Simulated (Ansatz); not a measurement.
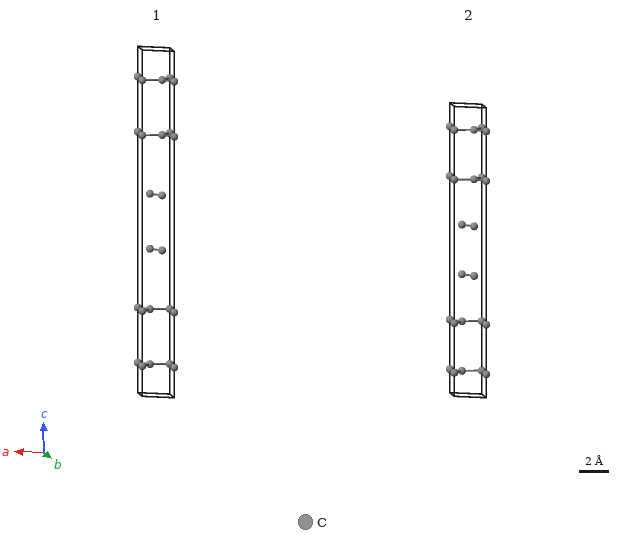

Two geometries of solid C (set up in R-3m), drawn at one scale. One is the start of a relaxation, the other its converged end. Style: ball-and-stick. Shown: the conventional cell (3 times the calculation's cell), from a free direction. Lengths and directions refer to the drawn axes.

Computed with DFT PBE+D3(BJ), scalar-relativistic, plane waves, PAW (Ansatz). Set-up: plane-wave cutoff 420 eV; k-point mesh 18 × 18 × 18; occupations gaussian; smearing width 0.01 eV; no spin polarisation; cell and atoms relaxed; force threshold 0.01 eV/Å; at most 80 steps.

Question: Which geometry has the lower energy?

Answer: Structure 2 is the relaxed one. The energy falls by 15.3 meV per atom in 9 accepted moves (13 points after the start). The largest force component goes from 0.0039 to 0.00091 eV/Å. The pressure goes from −0.76 to −0.02 GPa. The line search rejected the trial step at point 4 of the run. The SCF was repeated 3 times at an unchanged geometry on a basis and grid sized afresh for the cell, which shifted the energy by 1.8 meV per atom at most. The largest moves relative to the cell, 0.13 Å, are those of C atoms. The volume changes by −16.4 %, with a = b 2.466 → 2.465 Å (−0.1 %), c 24.848 → 20.797 Å (−16.3 %). The space group stays R-3m (No. 166). Cost: 6.1 min on 2 threads of Intel(R) Xeon(R) Processor @ 2.50GHz (Skylake/Cascade Lake), on a shared host, peak memory 0.62 GiB.
